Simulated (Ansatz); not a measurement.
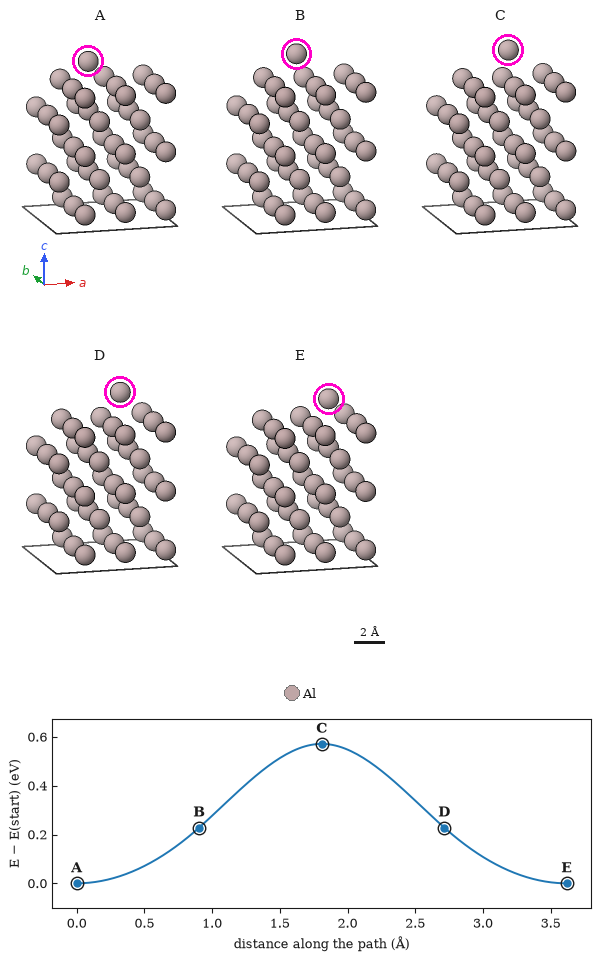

NEB run on Al on Al(100) (46 atoms in the cell). Images are numbered from 0 (start) to 4 (end). Frames A to E are images 0, 1, 2, 3, 4. Style: spheres-only. Shown: the simulation cell, with the vacuum cut short (origin moved), slightly off an axis. The moving atom is ringed, with any periodic copies.

The calculation used DFT PBE, scalar-relativistic, plane waves, PAW in Ansatz 0.2.0. Set-up: plane-wave cutoff 420 eV; k-point mesh 4 × 4 × 1; Gaussian smearing 0.1 eV; 9 atoms held fixed; 3 movable images; climbing image; force threshold 0.04 eV/Å; iteration limit 51.

> Describe the mechanism and the energy profile.

The adsorbate starts on a hollow site and hops by a lattice vector of the surface; other mechanisms, such as exchange with a surface atom, weren't searched. An Al atom travels furthest, 2.86 Å from end to end, on a path that bends up to 0.70 Å away from the straight line. At the highest image its nearest neighbour (Al) is 2.70 Å away, against 2.65 Å at the start, and the surrounding atoms stand up to 0.14 Å off the mean of their end positions. The barrier is about 0.57 eV in both directions, with image 2 at the top; the ends have the same energy. The band converged in 7 iterations. The largest component of the band force went from 5.5 to 0.019 eV/Å. The climbing image converged on the top of the path. A check of its curvatures found one unstable direction (−0.97 eV/Å²), as a transition state must have.

The run took about 2.4 core-hours on a shared host.
